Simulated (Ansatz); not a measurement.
# Pd: 5 runs along one coordinate

System: Pd (Pm-3m, 2 atoms in the cell).
Method: DFT, PBEsol, plane waves (420 eV) with PAW, scalar-relativistic, spin-polarised (Ansatz 0.2.0).

The 5 runs differ only in the geometry, by an even scaling of the cell at fixed fractional positions.

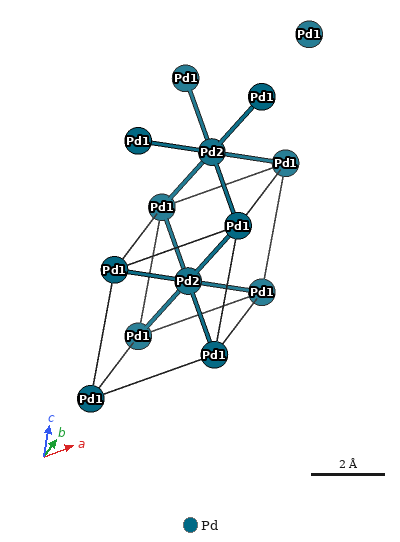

Figure 1. The structure of run 3 (ball-and-stick view of the cell of the calculation, repeated 1 × 1 × 2, seen at an oblique angle; atoms are numbered from 1 in the order of the input).

## Input of run 3
```yaml
crystal:
  lattice:
    - [0.0, 2.5643398822, 2.5643398822]
    - [2.5643398822, 0.0, 2.5643398822]
    - [2.5643398822, 2.5643398822, 0.0]
  atoms:
    - { symbol: Pd, position: [0.0, 0.0, 0.0], spin: 0.5 }
    - { symbol: Pd, position: [0.5, 0.5, 0.5], spin: -0.5 }
hamiltonian:
  xc: pbesol
  pseudopotentials:
    kind: paw
    azcp:
      Pd: "pseudopotentials/Pd.paw.azcp"
basis:
  ecutwfc: 420
  fft_grid_basis: typed
kpoints:
  mp_grid: { grid: [12, 12, 12], shift: [0, 0, 0] }
magnetization:
  spin_polarized: true
scf:
  occupations: { method: fermi_dirac, width: 0.05 }
  lower_state_search: "off"
output:
  stress: true
```

Run 2 differs from it as follows:
```diff
-    - [0.0, 2.5643398822, 2.5643398822]
-    - [2.5643398822, 0.0, 2.5643398822]
-    - [2.5643398822, 2.5643398822, 0.0]
+    - [0.0, 2.5296823921, 2.5296823921]
+    - [2.5296823921, 0.0, 2.5296823921]
+    - [2.5296823921, 2.5296823921, 0.0]
```

## Results, with one run withheld

| run | volume per atom (Å³) | free energy per atom, from the lowest run given (meV) | pressure (GPa) |
| --- | --- | --- | --- |
| 1 | 14.839 | 149.91 | 26.87 |
| 2 | 16.188 | ? | ? |
| 3 | 16.863 | 0.00 | 0.21 |
| 4 | 17.537 | 10.63 | −5.04 |
| 5 | 18.212 | 40.81 | −9.12 |

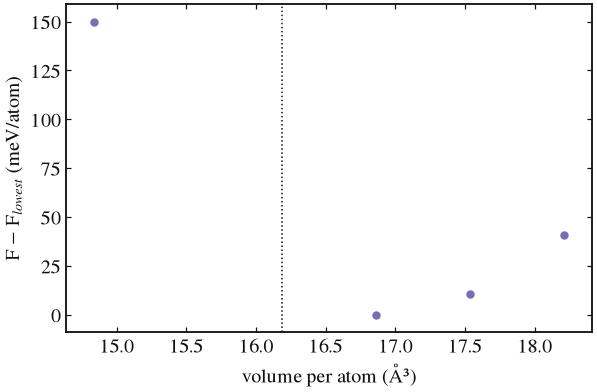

Figure 2. Free energy per atom of the runs given; the dotted line marks run 2.

What should run 2 give?

A quadratic polynomial in V^(−2/3) (the Birch–Murnaghan form), fitted to the 4 runs given, misses them by at most 0.52 meV per atom. With x = V^(−2/3) − 0.15257 Å⁻², it reads F = 0.79691 + 1326.7 x + 7.7614e+05 x² (meV per atom). At run 2 it gives 16.32 meV per atom, and the run itself gives 14.52. The slope of the fit gives a pressure −dF/dV of 7.29 GPa there, and the run prints 6.97 GPa. The two needn't agree exactly: the fit is approximate, and the printed stress is taken on a finite basis. The fit has its minimum at 16.922 Å³ per atom, where V d²F/dV² gives 150 GPa: the bulk modulus at this level, since symmetry fixes the shape and the positions. So low a polynomial doesn't follow these energies more closely.

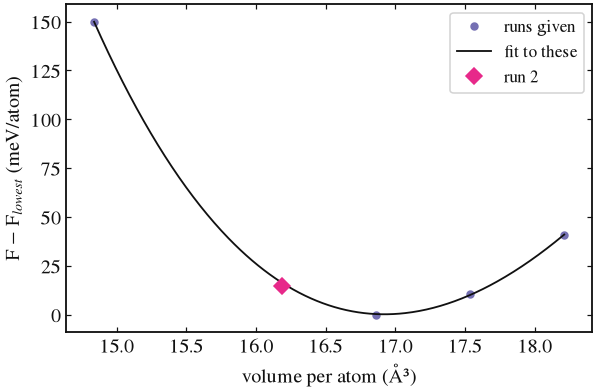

Figure 3. The fit and the withheld run.

## Output, shortened to warnings, some set-up lines, iterations and results (run 2)
```
Warning: [file] the record states the generating functional pbe (its physics header spells it `PBE`), which answers neither for hamiltonian.xc's functional nor for the pbesol family's — results may be inconsistent (PPs are generated against a specific XC)
WARN: the starting moments were not kept: the SCF closed with an absolute magnetisation of 9.9e-7 μB, where they sum to 1 μB in size (2 sites). That is at most 0.1 of that sum. Measured as dr2_m measures the in/out step, that magnetisation stands 3.2e-13 eV from none, at or under the dr2_threshold of 1.0e-7 eV: it is no larger than a step whose dr2_m would equal this threshold. The system may …
Basis set: ecut = 420 eV, 609 PW (Γ)
Symmetry: 48 space group operations
k-points: 72 of 1728
Initial density: superposition of atomic densities (chi_scale 0.1, normalization cell)
[...]
SCF iter   1: F=—  HF=-13814.164735 eV  |F-HF|=—  |Δ(HF+E_count)|=         —  Δρ=8.19e-2 (↑8.19e-2 ↓8.19e-2)  dr2=8.05e0  dr2_m=2.17e-1  M=0.000 μB ∫|m|=0.221 μB  β_m=0.30  …
SCF iter   2: F=—  HF=-13812.747064 eV  |F-HF|=—  |Δ(HF+E_count)|=    1.42e0  Δρ=4.88e-2 (↑4.88e-2 ↓4.88e-2)  dr2=2.62e0  dr2_m=1.30e-1  M=0.000 μB ∫|m|=0.159 μB  β_m=0.30  …
SCF iter   3: F=—  HF=-13812.085510 eV  |F-HF|=—  |Δ(HF+E_count)|=   6.62e-1  Δρ=2.24e-2 (↑2.24e-2 ↓2.24e-2)  dr2=1.45e-1  dr2_m=7.85e-2  M=0.000 μB ∫|m|=0.109 μB  β_m=0.30  …
SCF iter   4: F=—  HF=-13812.067772 eV  |F-HF|=—  |Δ(HF+E_count)|=   1.77e-2  Δρ=1.28e-2 (↑1.28e-2 ↓1.28e-2)  dr2=6.54e-3  dr2_m=4.55e-2  M=0.000 μB ∫|m|=0.081 μB  β_m=0.30  …
SCF iter   5: F=—  HF=-13812.073256 eV  |F-HF|=—  |Δ(HF+E_count)|=   5.48e-3  Δρ=9.77e-3 (↑9.77e-3 ↓9.77e-3)  dr2=3.85e-3  dr2_m=2.61e-2  M=0.000 μB ∫|m|=0.062 μB  β_m=0.30  …
SCF iter   6: F=—  HF=-13812.076675 eV  |F-HF|=—  |Δ(HF+E_count)|=   3.42e-3  Δρ=7.12e-3 (↑7.12e-3 ↓7.12e-3)  dr2=7.85e-5  dr2_m=1.50e-2  M=0.000 μB ∫|m|=0.047 μB  β_m=0.30  …
SCF iter   7: F=—  HF=-13812.078502 eV  |F-HF|=—  |Δ(HF+E_count)|=   1.83e-3  Δρ=5.40e-3 (↑5.40e-3 ↓5.40e-3)  dr2=4.26e-5  dr2_m=8.62e-3  M=0.000 μB ∫|m|=0.035 μB  β_m=0.30  …
SCF iter   8: F=—  HF=-13812.079552 eV  |F-HF|=—  |Δ(HF+E_count)|=   1.05e-3  Δρ=4.09e-3 (↑4.09e-3 ↓4.09e-3)  dr2=3.07e-5  dr2_m=4.95e-3  M=0.000 μB ∫|m|=0.027 μB  β_m=0.65  …
SCF iter   9: F=—  HF=-13812.080993 eV  |F-HF|=—  |Δ(HF+E_count)|=   1.44e-3  Δρ=7.89e-5 (↑7.89e-5 ↓7.89e-5)  dr2=3.57e-6  dr2_m=7.92e-7  M=0.000 μB ∫|m|=0.000 μB  β_m=0.69  …
SCF iter  10: F=—  HF=-13812.080994 eV  |F-HF|=—  |Δ(HF+E_count)|=   7.68e-7  Δρ=2.51e-5 (↑2.51e-5 ↓2.51e-5)  dr2=1.90e-7  dr2_m=1.13e-7  M=0.000 μB ∫|m|=0.000 μB  β_m=0.81  …
SCF iter  11: F=-13812.080994 eV  HF=-13812.080994 eV  |F-HF|=1.93e-9  |Δ(HF+E_count)|=   1.56e-7  Δρ=8.35e-6 (↑8.35e-6 ↓8.35e-6)  dr2=5.58e-8  dr2_m=2.84e-9  M=0.000 μB …
SCF iter  12: F=-13812.080994 eV  HF=-13812.080994 eV  |F-HF|=3.24e-10  |Δ(HF+E_count)|=   1.14e-8  Δρ=2.56e-6 (↑2.56e-6 ↓2.56e-6)  dr2=8.48e-9  dr2_m=1.15e-11  M=0.000 μB …
SCF 1 converged in 12 iterations: F = -13812.080994 eV  dr2 = 8.48e-9
SCF converged after 12 iterations
Magnetization: 0.0000 μB (18.0000 up, 18.0000 down)
Absolute magnetization: 0.0000 μB (∫|ρ↑−ρ↓|, with the PAW one-centre terms)
Spin contamination: 0.0000 ħ² per cell (⟨S²⟩ above its minimum at these occupations)
Per-site moments (μB) at R_I (Å): [(-2.913171656195316e-7, 1.04349398674125), (2.913171656195316e-7, 1.04349398674125)]
Free energy (F): -13812.080994 eV
Harris-Foulkes:  -13812.080994 eV  (|F-HF|=3.24e-10)
Internal energy: -13812.056243 eV  (E = F + TS)
E sigma→0 (E₀):  -13812.068618 eV
Entropy (-TS):   -0.024751 eV (-12.375 meV/atom)
Fermi energy:    17.531050 eV
--- Per-component energies (eV) ---
  E_band       = -355.632518
  E_kinetic    = 1030.836492
  E_local      = -3945.672806  (includes V_loc(G=0)·N_el)
  E_nonlocal   = 439.528111
  E_hartree    = 1601.796969
  E_xc         = -335.249129
  E_vxc        = -422.179674  (∫ρ·V_xc dr)
  E_paw        = -7371.082693  (= ΣΔE_a)
  E_vpaw       = -661.743870  (= ΣTr[D̂ρ^β])
  E_aug_tail   = 0.000420  (compensation charges beyond the density's cutoff)
  E_ewald      = -5232.818656
  E_core_change = 0.605048  (= ΣΔE_core)
  E_smearing   = -0.024751  (= −TS)
  E_closure    = 0.000000  (closes the sum)
  Σ components = -13812.080994   (vs F -13812.080994, Δ=0.00e0)
--- Stress (GPa, compression-positive) ---
        6.965902       0.000000       0.000000
       -0.000000       6.965902       0.000000
        0.000000       0.000000       6.965902
  P = ⅓ Tr σ = 6.9659 GPa (69.659 kbar)
```

The program warns: the PAW datasets were made with another functional; some starting moments were not kept.
